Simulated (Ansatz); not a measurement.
Ti

```
CELL_PARAMETERS angstrom
0.00000 -3.20990 0.00000
0.00000 0.00000 3.20990
-3.20990 0.00000 0.00000
ATOMIC_POSITIONS crystal
Ti 0.26146 0.25000 0.29586
Ti 0.73854 0.75000 0.70414
```

Space group P2₁/m; a point of a scan over the structure, not its minimum; not relaxed (largest force 1.6 eV/Å); computed pressure about 2 GPa in this cell; computed without spin polarisation; PAW files of the earlier set (soft_1).

Theory: DFT PBEsol, scalar-relativistic, plane waves, PAW in Ansatz.

Predict the valence pseudo-density and electron localisation function between the atoms.

Answer. Ti–Ti (2.58 Å): ρ is about 0.26 e/Å³ halfway; the ELF is about 0.15 at the midpoint; no shared electron pair shows on this line.
Ti–Ti (2.67 Å): ρ at the midpoint is about 0.24 e/Å³; the ELF is about 0.15 at the midpoint (no shared electron pair shows on this line).

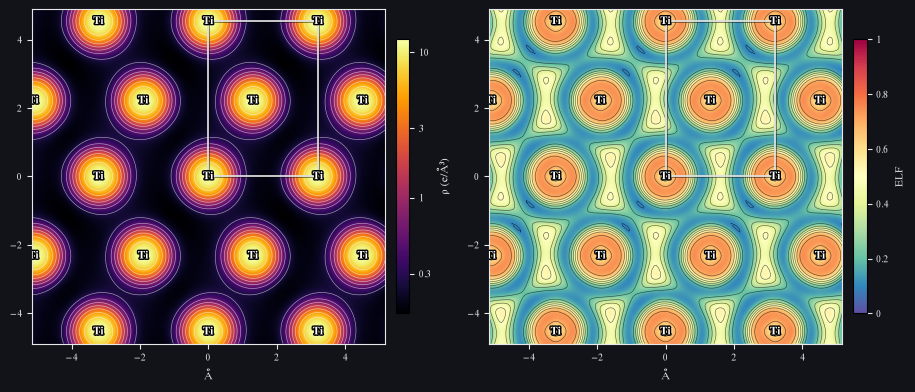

Computed valence pseudo-density and electron localisation function on the (110) plane of the conventional cell, in this order. 

Core electrons are frozen (PAW), and the valence fields are smoothed inside the atomic spheres.
